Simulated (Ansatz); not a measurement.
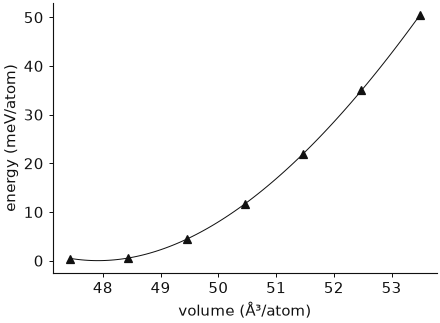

The figure shows the energy against volume.

Method: all-electron LAPW DFT, no spin polarisation; energies at scaled volumes of the given cell, shape and fractions fixed, counted from the fit's minimum, third-order Birch-Murnaghan fit (Ansatz 0.2.0). Level: LDA.

> For which of these solids was it computed?
A. Au, Cmcm (No. 63)
B. Si, I4/mmm (No. 139)
C. SnSe, P4/nmm (No. 129)

C, SnSe: energy from 0.47 meV/atom to 50.46 meV/atom, V0 47.91 Å³/atom, B0 30.3 GPa. The others give: Au, energy from 0 meV/atom to 120 meV/atom, V0 16.63 Å³/atom, B0 192 GPa; Si, energy from 0.03 meV/atom to 35.26 meV/atom, V0 20.79 Å³/atom, B0 88.8 GPa.

For Au, limits of the calculation: the fit and the printed pressures don't fully agree, or the minimum lies near the end of the range; spin-orbit coupling left out, heavy elements; shape and atomic fractions are frozen while scaling, which makes layered, chain and framework solids too stiff.

For Si, limits of the calculation: shape and atomic fractions are frozen while scaling, which makes layered, chain and framework solids too stiff.

For SnSe, limits of the calculation: shape and atomic fractions are frozen while scaling, which makes layered, chain and framework solids too stiff.
